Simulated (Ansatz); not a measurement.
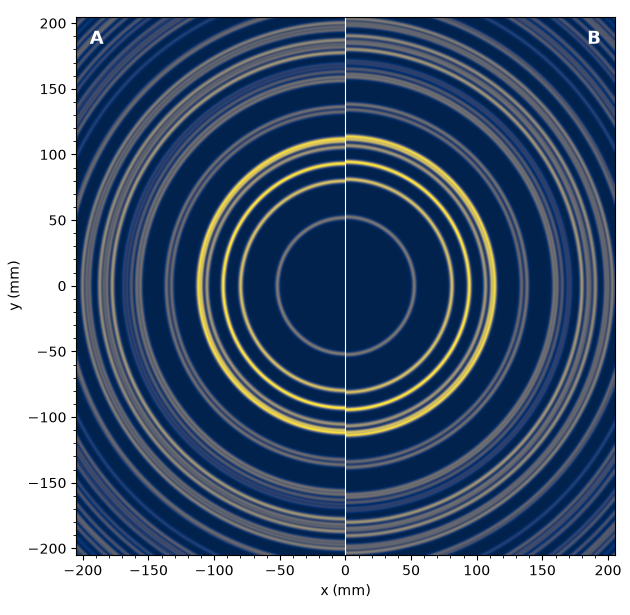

Simulated X-ray powder rings on a flat area detector normal to the beam: λ = 0.4959 Å, sample-to-detector distance 420 mm, axes in mm from the beam centre, for a fine-grained powder without texture. Kinematic intensities with B = 1.0 Å² for all atoms, without absorption; brightness goes as intensity to the power 0.4, clipped at the top. Reflections closer than the ring width show as one ring. The left and right halves show two different samples, each scaled to its strongest ring.

Both are Os in Cmcm, with cells of different size. Origins: A, the geometry relaxed with Ansatz, DFT, RPBE, plane waves (420 eV) with PAW, scalar-relativistic; the starting structure was generated, so it need not be a known form of this composition; B, coordinates from a relaxation with DFT, PBEsol, plane waves (420 eV) with PAW, scalar-relativistic (Ansatz); the starting structure was generated, so it need not be a known form of this composition.

Which half has the larger cell, and by how much?

Answer. Half A: the volume of B is 4.0 % smaller than that of A, and a larger cell draws the rings inwards on average.
A: a = 2.799 Å, b = 8.080 Å, c = 2.758 Å, α = 90.00°, β = 90.00°, γ = 90.00°; 020 at 51.9 mm (d = 4.04 Å), 110 at 79.8 mm (d = 2.64 Å), 021 at 93.1 mm (d = 2.28 Å), 040 at 105.5 mm (d = 2.02 Å).
B: a = 2.754 Å, b = 7.991 Å, c = 2.721 Å, α = 90.00°, β = 90.00°, γ = 90.00°; 020 at 52.4 mm (d = 4.00 Å), 110 at 81.1 mm (d = 2.60 Å), 021 at 94.3 mm (d = 2.25 Å), 040 at 106.7 mm (d = 1.998 Å).
